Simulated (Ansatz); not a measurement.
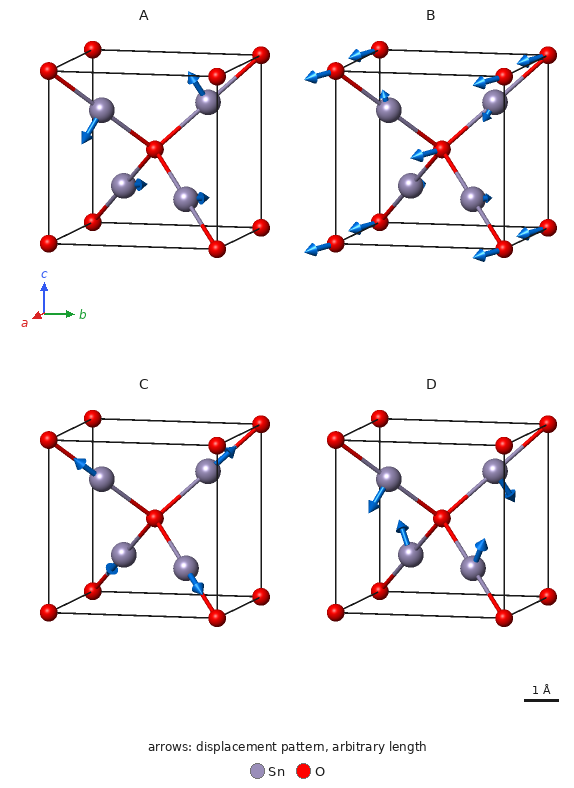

Four optical modes of solid Sn2O (a generated structure) at the zone centre, in no order (one member of each degenerate set). The blue arrows are the displacements of the atoms (eigenvector over the root of the mass), of arbitrary overall length and sign. A ball-and-stick model of the cell of the calculation, seen slightly off an axis.

Method: Ansatz 0.2.0, DFT PBE, scalar-relativistic, plane waves, PAW. Settings: plane-wave cutoff 420 eV; k-point mesh 8 × 8 × 8; occupations fermi dirac; smearing width 0.15 eV; no spin polarisation.

The frequencies depend somewhat on the k-mesh and the smearing.

Question: Order them from the lowest to the highest frequency (imaginary ones first).

Answer: A (30i cm⁻¹), B (19 cm⁻¹), D (56 cm⁻¹), C (210 cm⁻¹). A, T₂u: The O atoms stay at rest; atoms of one kind move against one another, with no net shift of their sublattice; the O–Sn bond lengths don't change to first order, so for these it is a bending, tilting or sliding motion. B, T₁u: It mainly bends the O–Sn bonds; the kinetic energy is shared as Sn 69 %, O 31 %. D, E_u: The O atoms stay at rest; atoms of one kind move against one another, with no net shift of their sublattice; the O–Sn bond lengths don't change to first order, so for these it is a bending, tilting or sliding motion. C, A₂u: The O atoms stay at rest; atoms of one kind move against one another, with no net shift of their sublattice; of the bonds it mainly stretches O–Sn, some lengthening while others shorten. The crystal is metallic in this run.
